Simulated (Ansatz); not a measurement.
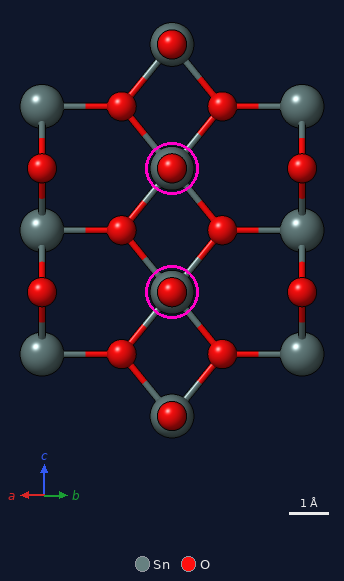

Perfect SnO2. Style: ball-and-stick. Shown: the atoms within 5.4 Å of one point, in a slice 4.2 Å thick across the line of sight, along [110].

All numbers below come from DFT, PBEsol, PAW, plane waves (Ansatz). Settings: plane-wave cutoff 420 eV; k-point mesh 1 × 1 × 1; mesh shifted by (0.25, 0.25, 0.25); no spin polarisation. Fermi-Dirac smearing of 0.01 eV. The axes drawn are those of the host's conventional cell.

A tin atom is taken out (a vacancy) and an oxygen atom is taken out (a vacancy), the two sites 3.8 Å apart at the ringed places, in charge state 0. The supercell has 72 sites, and the atoms are relaxed at the host's cell.

### Predict the relaxed surroundings of the defect.

Around the empty Sn site the host had 6 O at 2.07 Å; after relaxation the nearest atoms are 6 O at 2.04 to 2.40 Å. Around the empty O site the host had 3 Sn at 2.07 Å; after relaxation the nearest atoms are 3 Sn at 2.20 to 2.29 Å, 3 O at 2.41 to 2.45 Å. Of the host's atoms, an oxygen atom moves furthest from its site, by 0.58 Å.

The relaxed defect, seen from the same direction:

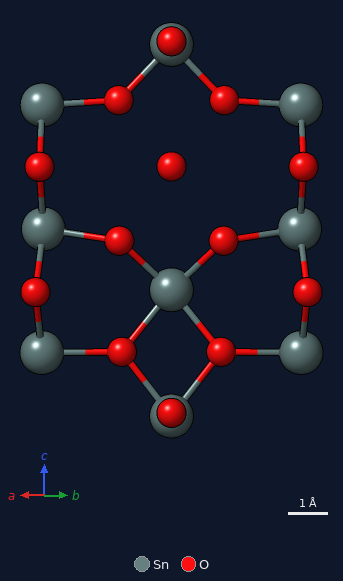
